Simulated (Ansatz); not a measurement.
Take the following structure.

```yaml
crystal:
  lattice:
    - [3.26349, 0.00000, 0.00000]
    - [0.00000, 3.26349, 0.00000]
    - [0.00000, 0.00000, 3.26349]
  atoms:
    - { symbol: Pt, position: [0.00000, 0.00000, 0.00000] }
    - { symbol: Pt, position: [0.50000, 0.50000, 0.50000] }
```

### Interpret the file: composition, symmetry and coordination.

The element is platinum. Symmetry: Im-3m (No. 229), body-centred cubic lattice. This arrangement goes by the name body-centred cubic (W type). The cell holds two atoms. Each Pt has eight Pt in a cubic arrangement at 2.83 Å. The bonds build a three-dimensional framework.

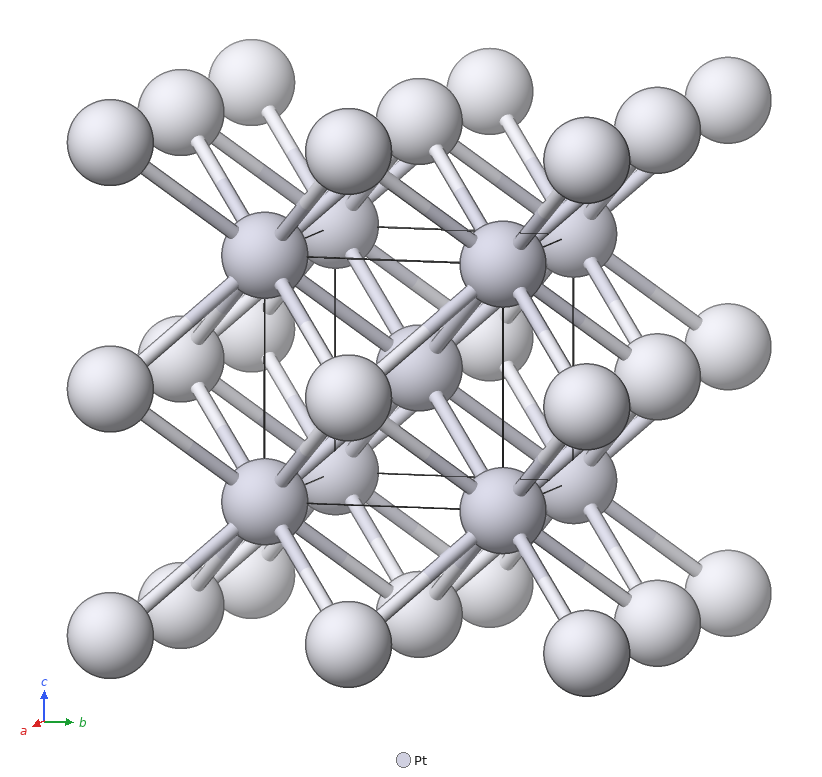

A ball-and-stick rendering, viewed slightly off an axis. One conventional unit cell is framed, with atoms on its boundary repeated. Atoms just outside the outline that bond to atoms inside are added, in fainter colours.

The structure was taken from a structure listed in the Materials Project. The cell was then strained or its atoms displaced on purpose. A calculation with Ansatz used it as input.

At this level of theory the cell isn't at rest (stretched, at -30 GPa), so its distances can differ from those at equilibrium, the more so the softer the solid.
